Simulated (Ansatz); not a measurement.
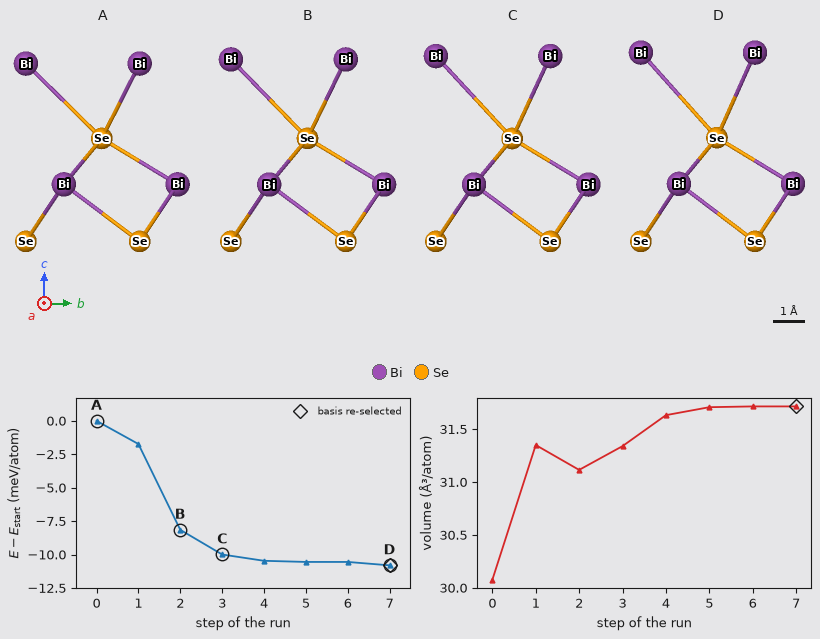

Frames of a relaxation of crystalline Bi4Se3 (set up in R-3m), marked on the history of the run. Style: ball-and-stick. Shown: the atoms within 4.2 Å of the atom that moves most (axes of the conventional cell (3 times the calculation's cell)), along the a axis. Lengths and directions refer to the drawn axes.

The calculation used Ansatz 0.2.0, DFT r2SCAN, scalar-relativistic, plane waves, PAW. (plane-wave cutoff 500 eV; k-point mesh 12 × 12 × 12; occupations gaussian; smearing width 0.01 eV; no spin polarisation; cell and atoms relaxed; force threshold 0.005 eV/Å; at most 80 steps)

Q: What happens along the run?

A: Over 6 accepted moves (7 points after the start) the energy falls by 10.8 meV per atom. The largest force component goes from 0.42 to 0.0011 eV/Å. The pressure goes from 1.21 to 0.01 GPa. At 1 point the geometry stayed and the basis and grid were re-selected for the new cell (energy shift of 0.3 meV per atom at most each time). The largest moves relative to the cell, 0.14 Å, are those of Se atoms. Largest moves by element: Se 0.14 Å, Bi 0.07 Å. The volume changes by +5.4 %, with a = b 4.270 → 4.280 Å (+0.2 %), c 40.000 → 41.974 Å (+4.9 %). Some distances before and after: Bi–Se 3.464 → 3.708 Å, Bi–Se 3.084 → 3.099 Å, Bi–Se 2.882 → 2.892 Å. The space group stays R-3m (No. 166). From step 0 to 2: Bi and Se atoms move most (0.05 Å), volume +3.5 %, energy −8.1 meV per atom. From step 2 to 3: Se atoms move most (0.06 Å), volume +0.7 %, energy −1.8 meV per atom. From step 3 to 7: Se atoms move most (0.03 Å), volume +1.2 %, energy −0.8 meV per atom.

| step | E − E(0), meV/atom | largest force component, eV/Å | pressure, GPa | volume, Å³/atom | note |
| --- | --- | --- | --- | --- | --- |
| 0 | 0.00 | 0.4222 | 1.21 | 30.076 |  |
| 1 | -1.73 | 0.4866 | -0.41 | 31.351 |  |
| 2 | -8.14 | 0.1091 | -0.02 | 31.115 |  |
| 3 | -9.99 | 0.0511 | 0.22 | 31.340 |  |
| 4 | -10.46 | 0.0566 | 0.04 | 31.633 |  |
| 5 | -10.55 | 0.0079 | 0.00 | 31.708 |  |
| 6 | -10.55 | 0.0011 | 0.00 | 31.716 |  |
| 7 | -10.80 | 0.0011 | 0.01 | 31.716 | same geometry, new basis |
